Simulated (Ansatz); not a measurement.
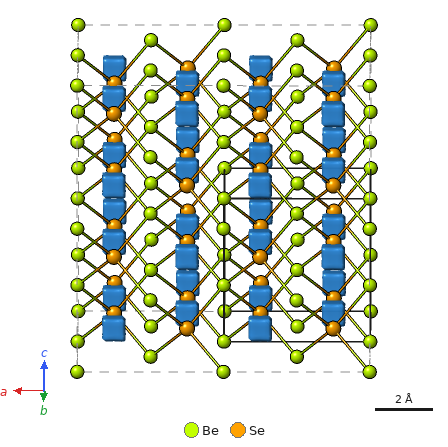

The blue surface encloses the points that the centre of a probe sphere of radius 0.35 Å can occupy in BeSe (F-43m), computed on a grid of about 0.14 Å (2×2×2 cells shown, view from a free direction; pale faces close the region where the box cuts it).

Hard-sphere model; Shannon crystal radii (six-coordinate where tabulated): Be 0.59 Å, Se 1.84 Å.

The cell is taken from a calculation's input that goes back to an entry of the Crystallography Open Database (an earlier step may have relaxed or displaced it).

Space group F-43m (No. 216). a = 5.162 Å, b = 5.162 Å, c = 5.162 Å, α = 90.00°, β = 90.00°, γ = 90.00°
| atom | site | symmetry | x | y | z |
| --- | --- | --- | --- | --- | --- |
| Be | 4a | -43m | 0.0000 | 0.0000 | 0.0000 |
| Se | 4d | -43m | 0.2500 | 0.2500 | 0.7500 |

Describe the connectivity of the accessible space.

Answer. They are isolated pockets that do not connect across cells.

What share of the cell can the probe's centre reach?

Answer. About 1.7 % of the volume (2.4 Å³ of 137.6 Å³).

Give the largest included and the largest free sphere.

Answer. The largest sphere that fits anywhere has a diameter of 1.48 Å; the largest that can travel through the crystal, about 0.5 Å.

How does the connectivity change as the probe shrinks?

Answer. Below a radius of about 0.27 Å the space forms a three-dimensional network. These are grid estimates, good to about 0.05 Å.
